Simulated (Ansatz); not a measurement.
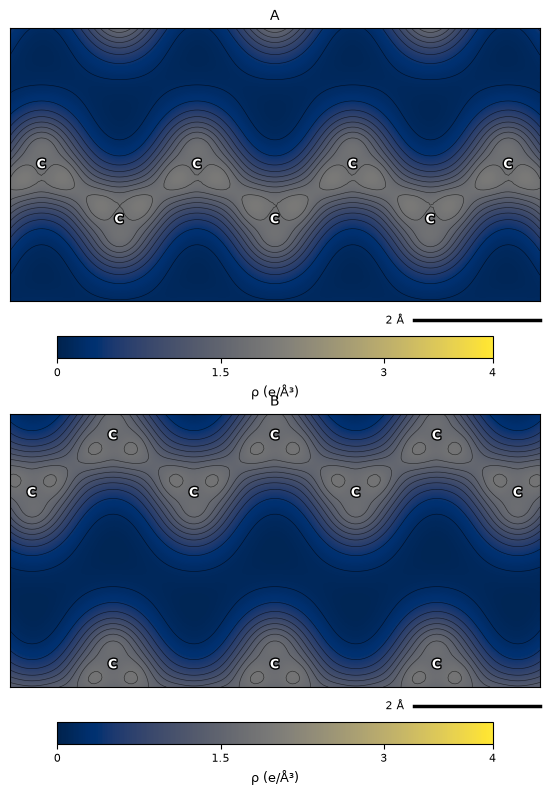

C. The valence electron density of two cells that differ in size, on the (11̄0) plane of each (indices in the axes of the calculation cell), at one length scale and on one colour scale; one has 5.3 and the other 6.0 Å³ an atom.

These are results of Kohn-Sham DFT of a periodic cell, revPBE0, Ansatz PAW (Ansatz 0.2.0), not measurements.

Core electrons are frozen (PAW), and the valence fields are smoothed inside the atomic spheres.

The larger cell:

```cif
data_structure
_symmetry_space_group_name_H-M 'P 1'
_symmetry_Int_Tables_number 1
_cell_length_a 2.5715
_cell_length_b 2.5715
_cell_length_c 2.5715
_cell_angle_alpha 60.000
_cell_angle_beta 60.000
_cell_angle_gamma 60.000
_cell_volume 12.02
loop_
_atom_site_label
_atom_site_type_symbol
_atom_site_fract_x
_atom_site_fract_y
_atom_site_fract_z
_atom_site_occupancy
C1 C 0.75000 0.75000 0.75000 1
C2 C 0.50000 0.50000 0.50000 1
```

The smaller cell: a = 2.471 Å, b = 2.471 Å, c = 2.471 Å, α = 60.00°, β = 60.00°, γ = 60.00°.

**Which is the denser cell? Describe the effect of the change.**

Panel A is the smaller cell, by 11 % in volume. From the larger cell to the smaller, C–C goes from 1.57 to 1.51 Å, and the density at its midpoint from 1.6 to 1.8 e/Å³; the pressure goes from −28 to 26 GPa; the Kohn–Sham gap goes from 6.0 eV to 6.3 eV.
